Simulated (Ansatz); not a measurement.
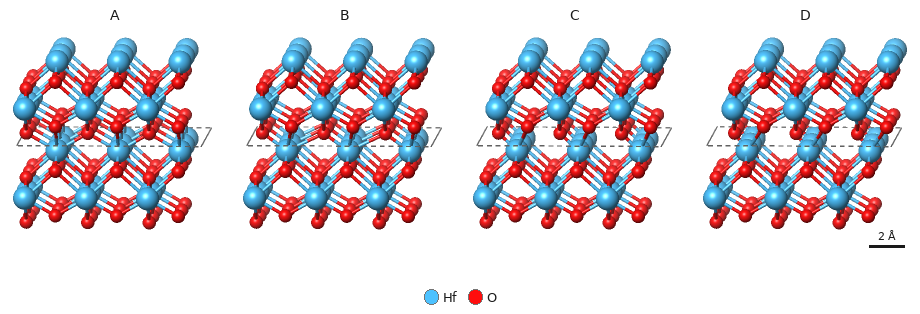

A scan of crystalline HfO2 (P4_2/nmc) along one coordinate. The picture is a ball-and-stick view of the layers on both sides of the dashed plane, seen from the side, nearly along that plane.

Computed with Ansatz, DFT r2SCAN, scalar-relativistic, plane waves, PAW. Settings: plane-wave cutoff 500 eV; k-point mesh 6 × 6 × 3; occupations gaussian; smearing width 0.05 eV; no spin polarisation. Energies (free energies at the smearing named) are counted from the relaxed crystal.

### Which coordinate changes from frame to frame?

The crystal above a cut along the (0 0 1) plane of the conventional cell (between a plane of Hf below and one of O above, 1.02 Å apart) is slid rigidly by fractions of an in-plane lattice vector 3.58 Å long (a generalised stacking fault). In the frames the slip is 0.00 (A), 0.10 (B), 0.20 (C), 0.30 (D). One cut stands in each cell, which starts 10.4 Å high; nothing is relaxed, and the dashed outline marks the cut. Their energies are 0 mJ/m², 1192 mJ/m², 7394 mJ/m², 26199 mJ/m².
